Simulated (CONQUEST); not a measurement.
## Single-point calculation at one volume of an equation of state, with input and output: MoSe2

The run: single-point calculation at one volume of an equation of state of MoSe2 (P6₃/mmc, 12 atoms in the cell). Method and program: Kohn-Sham DFT of a periodic cell, PBE, PseudoDojo NC PBE, no spin polarisation (CONQUEST 1.3).

The structure derives from an entry of the Crystallography Open Database. It belongs to a series of runs on one base structure; here: volume scaled by 1.04.

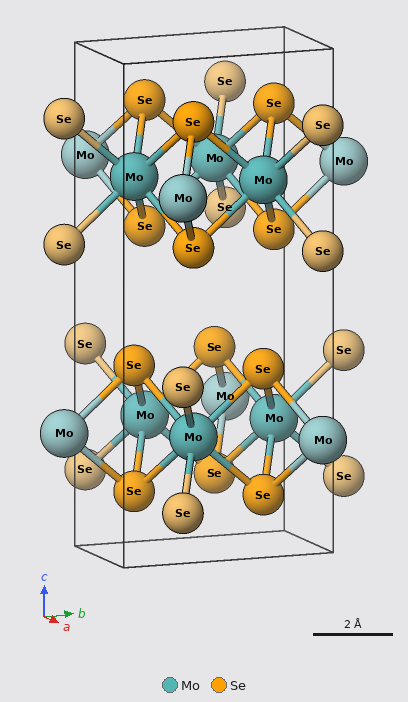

The structure (ball-and-stick view of the cell of the calculation, seen slightly off an axis; neighbours outside the cell are drawn fainter). Near neighbours in the crystal (not all of them lie inside the picture): Mo has 6 Se at 2.52 Å; Se has 3 Mo at 2.52 Å.

### The input
```
IO.Title MoSe2
IO.Coordinates coords.dat
IO.FractionalAtomicCoords T
IO.Iprint 2
IO.Iprint_init 1
General.NumberOfSpecies 2
General.PseudopotentialType hamann
AtomMove.TypeOfRun static
AtomMove.FullStress T
Grid.PointsAlongX 32
Grid.PointsAlongY 60
Grid.PointsAlongZ 128
DM.SolutionMethod diagon
Diag.MPMesh T
Diag.GammaCentred T
Diag.MPMeshX 8
Diag.MPMeshY 5
Diag.MPMeshZ 2
Diag.kT 0.00183747
minE.SCTolerance 1e-6
SC.MaxIters 100
IO.AtomChargeOutput T
SC.KerkerPreCondition T
SC.KerkerFactor 0.3
SC.LinearMixingFactor 0.3
%block ChemicalSpeciesLabel
1 95.940 Mo
2 78.960 Se
%endblock
```

Launched with:
```bash
Conquest
```

### What the program printed
```
Simulation cell dimensions:     6.2952 a0 x    10.9036 a0 x    24.6983 a0

      Atomic coordinates (a0)
         Atom         X         Y         Z  Species
            1    0.0000    3.6345    6.1746        1
            2    3.1476    9.0863    6.1746        1
            3    0.0000    7.2691   18.5237        1
            4    3.1476    1.8173   18.5237        1
            5    0.0000    3.6345   15.4364        2
            6    3.1476    9.0863   15.4364        2
            7    0.0000    7.2691    3.0873        2
            8    3.1476    1.8173    3.0873        2
            9    0.0000    3.6345   21.6110        2
           10    3.1476    9.0863   21.6110        2
           11    0.0000    7.2691    9.2618        2
           12    3.1476    1.8173    9.2618        2

         Monkhorst-Pack mesh:   8 x   5 x   2 gamma-centred
        This calculation includes non-local pseudopotentials,
         with a maximum core radius of      7.91802317

    Job title: MoSe2
    Job to be run: static calculation

    Ground state search:
      Support functions represented with PAO basis
      1:1 PAO to SF mapping
      Non-spin-polarised electrons
      Solving for the K matrix using diagonalisation
      Using Fermi-Dirac smearing

    Integration grid size:     32 x   60 x  128

    Integration grid spacing:  0.197 a0 x 0.182 a0 x 0.193 a0

    Number of species:  2
    --------------------------------------------------------
    |   #  mass (au)  Charge (e)  SF Rad (a0)  NSF  Label  |
    --------------------------------------------------------
    |   1     95.940      14.000        8.262   13  Mo     |
    |   2     78.960      16.000        6.689   14  Se     |
    --------------------------------------------------------
          SCF tolerance:                 0.00000100
          SCF iterations:               100

    The functional used will be GGA PBE96

           radial cut-off to be used is taken to be max PAO cut-off radius for this species:    7.918023

           greatest ang. mom. for making density from PAOs:  2

           radial cut-off to be used is taken to be max PAO cut-off radius for this species:    6.366323

           greatest ang. mom. for making density from PAOs:  2
    Minimum blocs/proc is     3840. Maximum blocs/proc is     3840
    set_atom_dens: In set_atomic_density, electrons :     184.000000000000
 matrix_size & matrix_size_padH =          164         164

    Screened ion int: energy:    -960.966580360873 Ha

    new_SC_potl: Starting.  Tolerance:  0.10000E-05

    PulayMixSC: Starting Pulay mixing, A_up =  0.300 A_dn =  0.300
    PulayMixSC: Spin non-polarised calculation.
    PulayMixSC: with Kerker preconditioning, q0 =  0.300
          Harris-Foulkes Energy            :     -1251.221702679951250 Ha
          GroundState Energy (E-(1/2)TS)   :     -1251.221702749436417 Ha
          Free Energy (E-TS)               :     -1251.221702818921585 Ha
          DFT Total Energy                 :     -1250.408339219255140 Ha
          Total number of electrons        :       183.999999999980389
    PulayMixSC: Pulay iteration     1 residual:              0.17468E-02
          Harris-Foulkes Energy            :     -1251.125559235120136 Ha
          GroundState Energy (E-(1/2)TS)   :     -1251.125559304989110 Ha
          Free Energy (E-TS)               :     -1251.125559374858085 Ha
          DFT Total Energy                 :     -1250.744186277487870 Ha
          Total number of electrons        :       184.000027122230449
    PulayMixSC: Pulay iteration     2 residual:              0.12446E-02
          Harris-Foulkes Energy            :     -1251.039478075198531 Ha
          GroundState Energy (E-(1/2)TS)   :     -1251.039479116382836 Ha
          Free Energy (E-TS)               :     -1251.039480157566913 Ha
          DFT Total Energy                 :     -1251.020798131438823 Ha
          Total number of electrons        :       184.000091046736230
    PulayMixSC: Pulay iteration     3 residual:              0.35354E-03
          Harris-Foulkes Energy            :     -1251.046651078555215 Ha
          GroundState Energy (E-(1/2)TS)   :     -1251.046651322015350 Ha
          Free Energy (E-TS)               :     -1251.046651565475486 Ha
          DFT Total Energy                 :     -1250.996187587582881 Ha
          Total number of electrons        :       184.000082178080419
    PulayMixSC: Pulay iteration     4 residual:              0.46964E-03
          Harris-Foulkes Energy            :     -1251.034995456618617 Ha
          GroundState Energy (E-(1/2)TS)   :     -1251.034996359362140 Ha
          Free Energy (E-TS)               :     -1251.034997262105435 Ha
          DFT Total Energy                 :     -1251.028442875978271 Ha
          Total number of electrons        :       184.000106638613858
    PulayMixSC: Pulay iteration     5 residual:              0.10545E-03
          Harris-Foulkes Energy            :     -1251.034124907690739 Ha
          GroundState Energy (E-(1/2)TS)   :     -1251.034125503065297 Ha
          Free Energy (E-TS)               :     -1251.034126098439856 Ha
          DFT Total Energy                 :     -1251.033421258522139 Ha
          Total number of electrons        :       184.000095243838246
    PulayMixSC: Pulay iteration     6 residual:              0.31334E-04
          Harris-Foulkes Energy            :     -1251.034111815774622 Ha
          GroundState Energy (E-(1/2)TS)   :     -1251.034112404806592 Ha
          Free Energy (E-TS)               :     -1251.034112993838789 Ha
          DFT Total Energy                 :     -1251.033394172183307 Ha
          Total number of electrons        :       184.000097223430515
    PulayMixSC: Pulay iteration     7 residual:              0.32598E-04
          Harris-Foulkes Energy            :     -1251.034027417880225 Ha
          GroundState Energy (E-(1/2)TS)   :     -1251.034027933282459 Ha
          Free Energy (E-TS)               :     -1251.034028448684921 Ha
          DFT Total Energy                 :     -1251.033965671874739 Ha
          Total number of electrons        :       184.000101604688609
    PulayMixSC: Pulay iteration     8 residual:              0.11808E-04
          Harris-Foulkes Energy            :     -1251.034023613674208 Ha
          GroundState Energy (E-(1/2)TS)   :     -1251.034024123672225 Ha
          Free Energy (E-TS)               :     -1251.034024633670015 Ha
          DFT Total Energy                 :     -1251.033969199543208 Ha
          Total number of electrons        :       184.000101832154854
    PulayMixSC: Pulay iteration     9 residual:              0.10388E-04
          Harris-Foulkes Energy            :     -1251.034017886058564 Ha
          GroundState Energy (E-(1/2)TS)   :     -1251.034018386644448 Ha
          Free Energy (E-TS)               :     -1251.034018887230104 Ha
          DFT Total Energy                 :     -1251.033994343129962 Ha
          Total number of electrons        :       184.000098632540926
    PulayMixSC: Pulay iteration    10 residual:              0.79525E-05
          Harris-Foulkes Energy            :     -1251.034015097151723 Ha
          GroundState Energy (E-(1/2)TS)   :     -1251.034015587305930 Ha
          Free Energy (E-TS)               :     -1251.034016077459910 Ha
          DFT Total Energy                 :     -1251.034011589293414 Ha
          Total number of electrons        :       184.000097551118671
    PulayMixSC: Pulay iteration    11 residual:              0.51505E-05
          Harris-Foulkes Energy            :     -1251.034014913764622 Ha
          GroundState Energy (E-(1/2)TS)   :     -1251.034015401603710 Ha
          Free Energy (E-TS)               :     -1251.034015889443026 Ha
          DFT Total Energy                 :     -1251.034013513356740 Ha
          Total number of electrons        :       184.000098308969910
    PulayMixSC: Pulay iteration    12 residual:              0.42378E-05
          Harris-Foulkes Energy            :     -1251.034014789004914 Ha
          GroundState Energy (E-(1/2)TS)   :     -1251.034015273375644 Ha
          Free Energy (E-TS)               :     -1251.034015757746374 Ha
          DFT Total Energy                 :     -1251.034014719670722 Ha
          Total number of electrons        :       184.000100820674618
    PulayMixSC: Pulay iteration    13 residual:              0.24735E-05
          Harris-Foulkes Energy            :     -1251.034014804457001 Ha
          GroundState Energy (E-(1/2)TS)   :     -1251.034015288725413 Ha
          Free Energy (E-TS)               :     -1251.034015772993598 Ha
          DFT Total Energy                 :     -1251.034014694407688 Ha
          Total number of electrons        :       184.000101143309678
    PulayMixSC: Pulay iteration    14 residual:              0.20147E-05
          Harris-Foulkes Energy            :     -1251.034014901186310 Ha
          GroundState Energy (E-(1/2)TS)   :     -1251.034015387206182 Ha
          Free Energy (E-TS)               :     -1251.034015873226281 Ha
          DFT Total Energy                 :     -1251.034014729575574 Ha
          Total number of electrons        :       184.000101495515594
    PulayMixSC: Pulay iteration    15 residual:              0.95442E-06
    PulayMixSC: Reached SCF tolerance of  0.95442E-06 after     15 iterations
      | Number of electrons      =       184.000101
      |* band energy as 2Tr[K.H] =      -238.422235490624900 Ha
      |  screened ion-ion energy =      -960.966580360873195 Ha
      |  Ha correction           =         4.432031831323997 Ha
      |  XC correction           =       -56.077330377632471 Ha
      | GS Energy as E-(1/2)TS   =     -1251.034015387206182 Ha
      | Free Energy as E-TS      =     -1251.034015873226281 Ha
      |* Harris-Foulkes energy   =     -1251.034014901186310 Ha
      |* DFT total energy        =     -1251.034014729575574 Ha
      |  estimated accuracy      =        -0.000000171610736 Ha

    force: Forces on atoms (Ha/a0)
    force:  Atom   X              Y              Z
    force:     1  -0.0000000011  -0.0002130265   0.0000000000
    force:     2  -0.0000000011  -0.0002130225   0.0000000000
    force:     3  -0.0000000016   0.0002130263   0.0000000000
    force:     4  -0.0000000017   0.0002130223   0.0000000000
    force:     5  -0.0000000039  -0.0000233263  -0.0241058916
    force:     6  -0.0000000039  -0.0000233202  -0.0241058916
    force:     7  -0.0000000073   0.0000233286  -0.0241058916
    force:     8  -0.0000000073   0.0000233202  -0.0241058916
    force:     9  -0.0000000039  -0.0000233263   0.0241058916
    force:    10  -0.0000000039  -0.0000233202   0.0241058916
    force:    11  -0.0000000043   0.0000233263   0.0241058916
    force:    12  -0.0000000043   0.0000233202   0.0241058916

    force: Maximum force :        0.02410589(Ha/a0) on atom         9 in z direction
    force: Force Residual:        0.01968277 Ha/a0
    force: Total stress:         -4.97848391    -0.00000010     0.00000000 GPa
                            -0.00000081    -5.33574662     0.00000000
                             0.00000000     0.00000000   -11.14884687
    force: Average pressure:      7.15435913 GPa

    force: Finished force
    get_E_and_F: Change in energy during last step of electronic optimisation: -0.96729E-07

    BIBLIOGRAPHY: Please consider citing the following references in the conquest.bib file

    CONQUEST:         Bowler2002pt, Miyazaki2004, Nakata2020
    Basis:            Bowler2019
    DM:               Bowler:2006xr
    Pseudopotentials: Hamann2013, Bowler2019
    XC functional:    Perdew1996
```

### File coords.dat
```
    6.2951843941     0.0000000000     0.0000000000
    0.0000000000    10.9035792130     0.0000000000
    0.0000000000     0.0000000000    24.6982599402
12
  0.0000000000   0.3333333330   0.2500000000 1 T T T
  0.5000000000   0.8333333330   0.2500000000 1 T T T
  0.0000000000   0.6666666670   0.7500000000 1 T T T
  0.5000000000   0.1666666670   0.7500000000 1 T T T
  0.0000000000   0.3333333330   0.6250000000 2 T T T
  0.5000000000   0.8333333330   0.6250000000 2 T T T
  0.0000000000   0.6666666670   0.1250000000 2 T T T
  0.5000000000   0.1666666670   0.1250000000 2 T T T
  0.0000000000   0.3333333330   0.8750000000 2 T T T
  0.5000000000   0.8333333330   0.8750000000 2 T T T
  0.0000000000   0.6666666670   0.3750000000 2 T T T
  0.5000000000   0.1666666670   0.3750000000 2 T T T
```

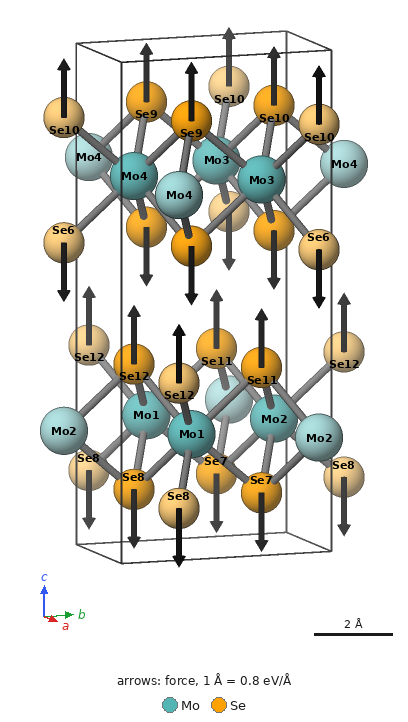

Forces on the atoms as black arrows (ball-and-stick view of the cell of the calculation, seen slightly off an axis; neighbours outside the cell are drawn fainter; atoms are numbered from 1 in the order of the input); the smallest are left out. The largest act on all 8 Se atoms (1.24 eV/Å). The geometry is not a stationary point of this energy.

### Summary

```json
{"quantity": "outcome", "value": "converged"}
{"quantity": "space group (tolerance 0.01 Å)", "value": "P6₃/mmc (194)"}
{"quantity": "electrons treated", "value": "184"}
{"quantity": "free energy", "value": "−34042.3698 eV"}
{"quantity": "Fermi energy", "value": "−4.486 eV"}
{"quantity": "gap on the k-point mesh", "value": "0.76 eV"}
{"quantity": "pressure", "value": "7.15 GPa"}
{"quantity": "largest force (length of the vector)", "value": "1.240 eV/Å"}
{"quantity": "hardware", "value": "1 thread of Intel Xeon (Emerald Rapids), 16 GiB of memory available, shared host"}
{"quantity": "wall time", "value": "4 min"}
{"quantity": "peak memory", "value": "1.5 GiB"}
```

### Notes

Points of doubt noted for this run: small atomic basis.
